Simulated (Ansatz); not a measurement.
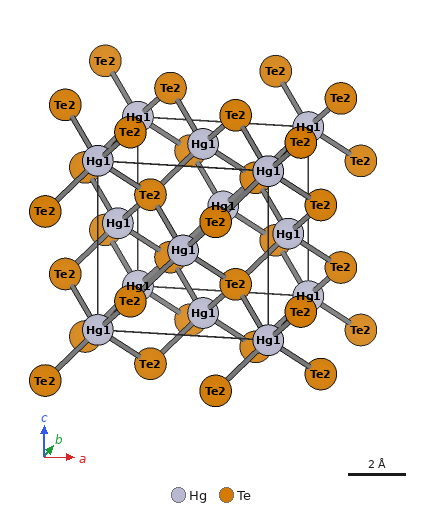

Starting structure of crystalline HgTe (built on the zincblende type). A ball-and-stick model of the conventional cell (4 times the calculation's cell), seen slightly off an axis. Lengths and directions refer to the drawn axes.

The calculation used Ansatz 0.2.0, DFT, PBE, plane waves, PAW.

Input
```yaml
crystal:
  lattice:
    - [0.0, 3.1072991488, 3.1072991488]
    - [3.1072991488, 0.0, 3.1072991488]
    - [3.1072991488, 3.1072991488, 0.0]
  atoms:
    - { symbol: Hg, position: [0.0, 0.0, 0.0] }
    - { symbol: Te, position: [0.25, 0.25, 0.25] }
kpoints:
  mp_grid: { grid: [6, 6, 6] }
hamiltonian:
  xc: pbe
scf:
  occupations: { method: fermi_dirac, width: 0.02 }
relax:
  f_tol: 0.005
  cell: {}
```

Predict the outcome.

The atoms keep their places relative to the cell (all moves are under 0.005 Å). The volume changes by +22.6 %, with a = b = c 6.215 → 6.652 Å (+7.0 %). Among the contacts that change: Hg1–Te2 2.691 → 2.880 Å. The space group stays F-43m (No. 216). After 4 accepted moves (5 points after the start) the energy has fallen by 0.410 eV per cell of the calculation. All forces vanish by symmetry, so only the cell relaxes. Pressure: 11.86 GPa at the start and 0.03 GPa at the end. At 1 point the geometry stayed and the basis and grid were re-selected for the new cell (energy shift of 2.8 meV per cell of the calculation at most each time). The run took of the order of 13 core-seconds on a shared host.

Final geometry:

```
Hg Te
1.0
     0.00000    3.32601    3.32601
     3.32601    0.00000    3.32601
     3.32601    3.32601    0.00000
Hg Te
1 1
Direct
  0.00000 0.00000 0.00000
  0.25000 0.25000 0.25000
```

The end point in the same view:

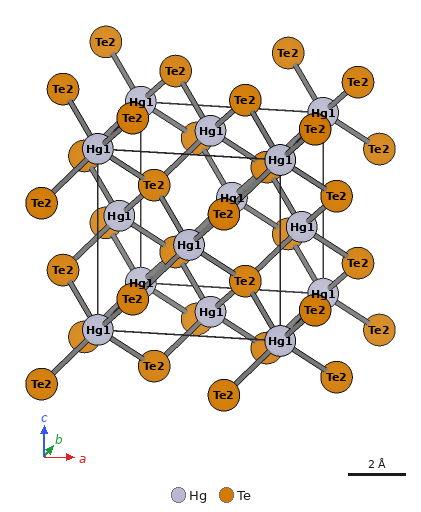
